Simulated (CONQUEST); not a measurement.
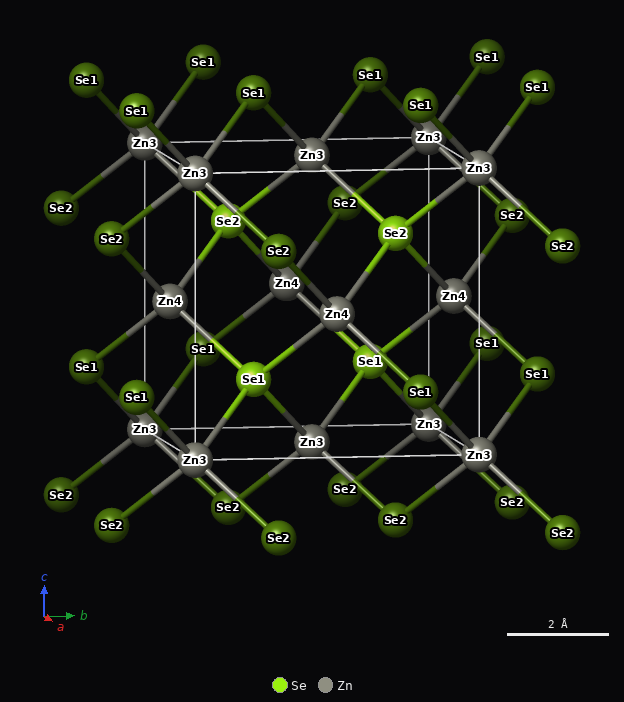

Fig. 1: The structure as given in the input (ball-and-stick view of the cell 2 times as large as that of the calculation, set on its symmetry axes, seen slightly off an axis; neighbours outside the cell are drawn fainter; atoms are numbered from 1 in the order of the input).

## Single-point calculation at one volume of an equation of state of ZnSe

System: ZnSe (4 atoms in the cell).
Method: Kohn-Sham DFT of a periodic cell, LDA, PseudoDojo NC LDA, no spin polarisation (CONQUEST 1.3).

The structure derives from an entry of the Crystallography Open Database. It belongs to a series of runs on one base structure; here: volume scaled by 1.04.

The input:
```
IO.Title ZnSe
IO.Coordinates coords.dat
IO.FractionalAtomicCoords T
IO.Iprint 2
IO.Iprint_init 1
General.NumberOfSpecies 2
General.PseudopotentialType hamann
AtomMove.TypeOfRun static
AtomMove.FullStress T
Grid.PointsAlongX 40
Grid.PointsAlongY 40
Grid.PointsAlongZ 60
DM.SolutionMethod diagon
Diag.MPMesh T
Diag.GammaCentred T
Diag.MPMeshX 7
Diag.MPMeshY 7
Diag.MPMeshZ 5
Diag.kT 0.00183747
minE.SCTolerance 1e-6
SC.MaxIters 100
IO.AtomChargeOutput T
%block ChemicalSpeciesLabel
1 78.960 Se
2 65.390 Zn
%endblock
```

Launch command:
```bash
Conquest
```

The program's output:
```
Simulation cell dimensions:     7.6729 a0 x     7.6729 a0 x    10.8512 a0

      Atomic coordinates (a0)
         Atom         X         Y         Z  Species
            1    0.0000    3.8365    2.7128        1
            2    3.8365    0.0000    8.1384        1
            3    0.0000    0.0000    0.0000        2
            4    3.8365    3.8365    5.4256        2

         Monkhorst-Pack mesh:   7 x   7 x   5 gamma-centred
        This calculation includes non-local pseudopotentials,
         with a maximum core radius of      6.36632333

    Job title: ZnSe
    Job to be run: static calculation

    Ground state search:
      Support functions represented with PAO basis
      1:1 PAO to SF mapping
      Non-spin-polarised electrons
      Solving for the K matrix using diagonalisation
      Using Fermi-Dirac smearing

    Integration grid size:     40 x   40 x   60

    Integration grid spacing:  0.192 a0 x 0.192 a0 x 0.181 a0

    Number of species:  2
    --------------------------------------------------------
    |   #  mass (au)  Charge (e)  SF Rad (a0)  NSF  Label  |
    --------------------------------------------------------
    |   1     78.960      16.000        6.714   18  Se     |
    |   2     65.390      20.000        6.522   19  Zn     |
    --------------------------------------------------------
          SCF tolerance:                 0.00000100
          SCF iterations:               100

    LibXC version:  6. 2. 2
    Using the LDA functional Slater exchange
    Using the LDA functional Perdew & Wang

           radial cut-off to be used is taken to be max PAO cut-off radius for this species:    6.366323

           greatest ang. mom. for making density from PAOs:  2

           radial cut-off to be used is taken to be max PAO cut-off radius for this species:    6.178737

           greatest ang. mom. for making density from PAOs:  2
    Minimum blocs/proc is     1500. Maximum blocs/proc is     1500
    set_atom_dens: In set_atomic_density, electrons :      72.000000000000
 matrix_size & matrix_size_padH =           74          74

    Screened ion int: energy:    -545.228324138166 Ha

    new_SC_potl: Starting.  Tolerance:  0.10000E-05

    PulayMixSC: Starting Pulay mixing, A_up =  0.500 A_dn =  0.500
    PulayMixSC: Spin non-polarised calculation.
          Harris-Foulkes Energy            :      -660.270441225157128 Ha
          (TS=0 as O(N) or entropic contribution is negligible)
          DFT Total Energy                 :      -660.206819990440181 Ha
          Total number of electrons        :        71.999999999999744
    PulayMixSC: Pulay iteration     1 residual:              0.13897E-02
          Harris-Foulkes Energy            :      -660.242261864196166 Ha
          (TS=0 as O(N) or entropic contribution is negligible)
          DFT Total Energy                 :      -660.239863570076750 Ha
          Total number of electrons        :        72.000023315302840
    PulayMixSC: Pulay iteration     2 residual:              0.54006E-03
          Harris-Foulkes Energy            :      -660.241024231831602 Ha
          GroundState Energy (E-(1/2)TS)   :      -660.241024240146999 Ha
          Free Energy (E-TS)               :      -660.241024248462509 Ha
          DFT Total Energy                 :      -660.240803211307366 Ha
          Total number of electrons        :        72.000033681844329
    PulayMixSC: Pulay iteration     3 residual:              0.25366E-03
          Harris-Foulkes Energy            :      -660.240825297036963 Ha
          GroundState Energy (E-(1/2)TS)   :      -660.240825309664160 Ha
          Free Energy (E-TS)               :      -660.240825322291357 Ha
          DFT Total Energy                 :      -660.240822996969769 Ha
          Total number of electrons        :        72.000046142086774
    PulayMixSC: Pulay iteration     4 residual:              0.16293E-04
          Harris-Foulkes Energy            :      -660.240823950530057 Ha
          GroundState Energy (E-(1/2)TS)   :      -660.240823962941818 Ha
          Free Energy (E-TS)               :      -660.240823975353578 Ha
          DFT Total Energy                 :      -660.240823770301631 Ha
          Total number of electrons        :        72.000046799746883
    PulayMixSC: Pulay iteration     5 residual:              0.58380E-05
          Harris-Foulkes Energy            :      -660.240823793903019 Ha
          GroundState Energy (E-(1/2)TS)   :      -660.240823806232697 Ha
          Free Energy (E-TS)               :      -660.240823818562376 Ha
          DFT Total Energy                 :      -660.240823790606669 Ha
          Total number of electrons        :        72.000047205935545
    PulayMixSC: Pulay iteration     6 residual:              0.44053E-06
    PulayMixSC: Reached SCF tolerance of  0.44053E-06 after      6 iterations
      | Number of electrons      =        72.000047
      |* band energy as 2Tr[K.H] =      -109.654842313381778 Ha
      |  screened ion-ion energy =      -545.228324138166272 Ha
      |  Ha correction           =         2.577841538593364 Ha
      |  XC correction           =        -7.935506671291161 Ha
      | GS Energy as E-(1/2)TS   =      -660.240823806232697 Ha
      | Free Energy as E-TS      =      -660.240823818562376 Ha
      |* Harris-Foulkes energy   =      -660.240823793903019 Ha
      |* DFT total energy        =      -660.240823790606669 Ha
      |  estimated accuracy      =        -0.000000003296350 Ha

    force: Forces on atoms (Ha/a0)
    force:  Atom   X              Y              Z
    force:     1   0.0000000000  -0.0000000000  -0.0000000000
    force:     2  -0.0000000000  -0.0000000000  -0.0000000000
    force:     3  -0.0000000000   0.0000000000  -0.0000000000
    force:     4  -0.0000000000  -0.0000000000   0.0000000000

    force: Maximum force :        0.00000000(Ha/a0) on atom         4 in z direction
    force: Force Residual:        0.00000000 Ha/a0
    force: Total stress:          3.39250318     0.00000000     0.00000000 GPa
                             0.00000000     3.39250318     0.00000000
                             0.00000000     0.00000000     3.42884691
    force: Average pressure:     -3.40461775 GPa

    force: Finished force
    get_E_and_F: Change in energy during last step of electronic optimisation:  0.15663E-06

    BIBLIOGRAPHY: Please consider citing the following references in the conquest.bib file

    CONQUEST:         Bowler2002pt, Miyazaki2004, Nakata2020
    Basis:            Bowler2019
    DM:               Bowler:2006xr
    Pseudopotentials: Hamann2013, Bowler2019
    XC references from LibXC:
      P. A. M. Dirac.,  Math. Proc. Cambridge Philos. Soc. 26, 376 (1930)
```

File coords.dat:
```
    7.6729230113     0.0000000000     0.0000000000
    0.0000000000     7.6729230113     0.0000000000
    0.0000000000     0.0000000000    10.8511517858
4
  0.0000000000   0.5000000000   0.2500000000 1 T T T
  0.5000000000   0.0000000000   0.7500000000 1 T T T
  0.0000000000   0.0000000000   0.0000000000 2 T T T
  0.5000000000   0.5000000000   0.5000000000 2 T T T
```

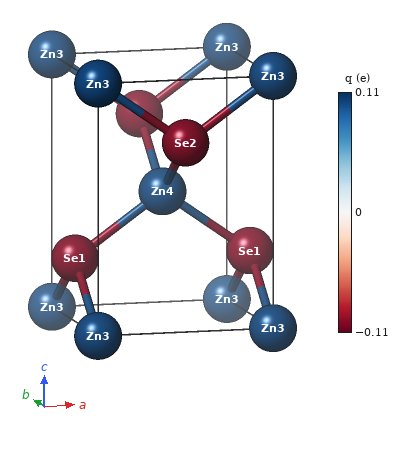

Fig. 2: Mulliken charges, as the colour of each atom (ball-and-stick view of the cell of the calculation, seen slightly off an axis; atoms are numbered from 1 in the order of the input). By element: Se −0.10 and Zn +0.10 e.

Results in brief:

```json
{"quantity": "outcome", "value": "converged"}
{"quantity": "space group (tolerance 0.01 Å)", "value": "F-43m (216)"}
{"quantity": "electrons treated", "value": "72"}
{"quantity": "free energy", "value": "−17966.0681 eV"}
{"quantity": "Fermi energy", "value": "−4.619 eV"}
{"quantity": "gap on the k-point mesh", "value": "1.07 eV"}
{"quantity": "pressure", "value": "−3.40 GPa"}
{"quantity": "largest force (length of the vector)", "value": "under 0.001 eV/Å"}
{"quantity": "hardware", "value": "1 thread of Intel Xeon (Sapphire Rapids), 16 GiB of memory available, shared host"}
{"quantity": "wall time", "value": "38 s"}
{"quantity": "peak memory", "value": "0.57 GiB"}
```
